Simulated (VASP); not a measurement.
TiSi2: space group Fddd (No. 70), a = 4.736 Å, b = 8.086 Å, c = 8.484 Å, α = 90.00°, β = 90.00°, γ = 90.00°. Origin: the end point of a relaxation with VASP Kohn-Sham DFT of a periodic cell, PBE with TS, VASP PAW PBE potentials, recommended (VASP 6.6.1). Forms under 0.4 % of the area are left out.

### Estimate the growth shape by the BFDH rule (face distance proportional to 1/d, absences counted).

The forms computed, by share of the surface:

| form | faces | d (Å) | share of area (%) |
| --- | --- | --- | --- |
| {111} | 8 | 3.682 | 75.3 |
| {022} | 4 | 2.927 | 23.8 |
| {004} | 2 | 2.121 | 0.9 |

Widths along a, b and c stand as 1.00 : 1.35 : 1.35.

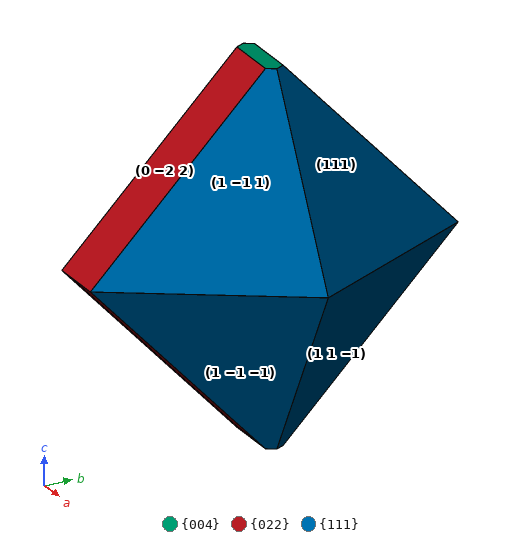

The computed shape, faces indexed. The rule is geometric and ignores bonding and growth conditions.
